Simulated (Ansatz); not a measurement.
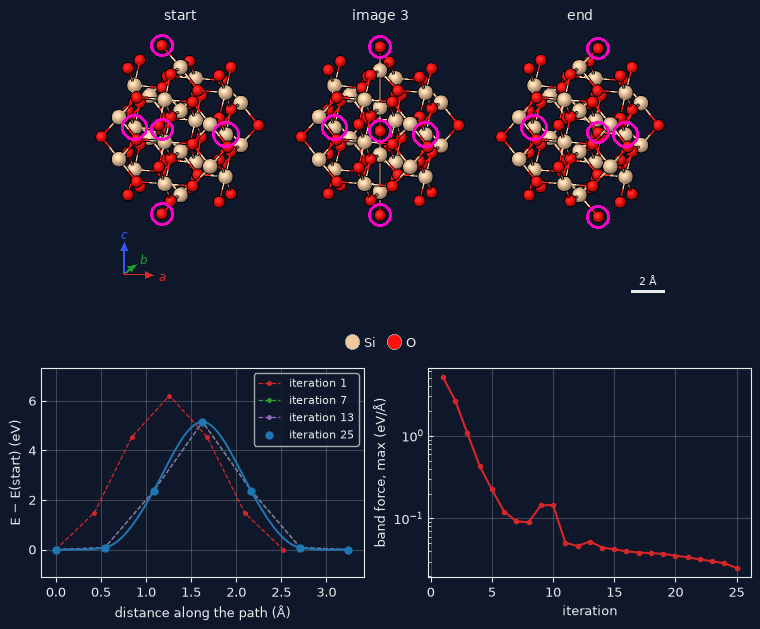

NEB run on SiO2 with an O vacancy (23 atoms in the cell). Images are numbered from 0 (start) to 6 (end). The plot follows the band through its iterations. A ball-and-stick model of the atoms within 5.4 Å of the middle of the path, seen slightly off an axis. The atoms that move most are ringed. Bonds to atoms that aren't drawn are left out.

Level of theory: DFT PBE-D3(BJ), scalar-relativistic, plane waves, PAW (Ansatz 0.2.0). Settings: plane-wave cutoff 420 eV; k-point mesh 2 × 2 × 2; Fermi-Dirac smearing 0.05 eV; 5 movable images; climbing image; force threshold 0.03 eV/Å; iteration limit 52; spring constant 1.0 eV/Å²; starting path by image-dependent pair potential.

> Judge this run.

The result is final at these settings. The band converged in 25 iterations. The largest component of the band force went from 5.1 to 0.025 eV/Å. The climbing image converged on the top of the path. A check of its curvatures found one unstable direction (−19 eV/Å²), as a transition state must have. The first iteration put the highest image at 6.21 eV. The barrier is about 5.15 eV in both directions, with image 3 at the top; the ends have the same energy.

Limits of the set-up: the k-point mesh is coarse for a cell with partly filled bands; the periodic images lie only 5.4 Å apart, so the values are limited by the cell's size.

The run took 14 min on 1 thread of Arm Neoverse V2, with other jobs on the host, peak memory 0.74 GiB.

PAW datasets: the set soft_1.
